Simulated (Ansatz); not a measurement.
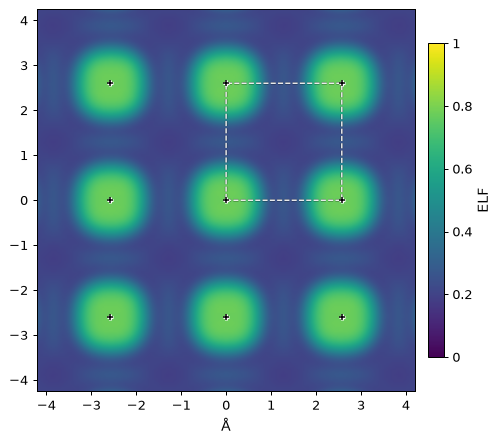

The ELF on a plane through atoms (crosses mark nuclei in the plane).

All numbers below come from Ansatz, DFT, PBEsol, plane waves (420 eV) with PAW, scalar-relativistic.

Candidates:
A. Ni, a = 2.41 Å, b = 2.41 Å, c = 7.91 Å, α = 90.00°, β = 90.00°, γ = 120.00°. Space group P6₃/mmc; set up as Ni, dhcp; a generated structure, not necessarily the stable one; changed on purpose from its base cell (volume × 0.96); computed pressure about 11 GPa in this cell; spin-polarised.
B. Rh, a = 2.57 Å, b = 7.82 Å, c = 2.60 Å, α = 90.00°, β = 90.00°, γ = 90.00°. Space group Cmcm; set up as Rh, beta-Sn type; a generated structure, not necessarily the stable one; changed on purpose from its base cell (volume × 0.92); computed pressure about 27 GPa in this cell; computed without spin polarisation.
C. Ti, a = 2.93 Å, b = 2.93 Å, c = 9.39 Å, α = 90.00°, β = 90.00°, γ = 120.00°. Space group P6₃/mmc; set up as Ti, dhcp; a generated structure, not necessarily the stable one; changed on purpose from its base cell (volume × 1.04); computed pressure about −4 GPa in this cell; computed without spin polarisation.

Which candidate gave the map?

Candidate B: Rh on the (010) plane of the conventional cell, which holds Rh. Rh–Rh (2.57 Å): the ELF is about 0.25 at the midpoint: no shared electron pair shows on this line.
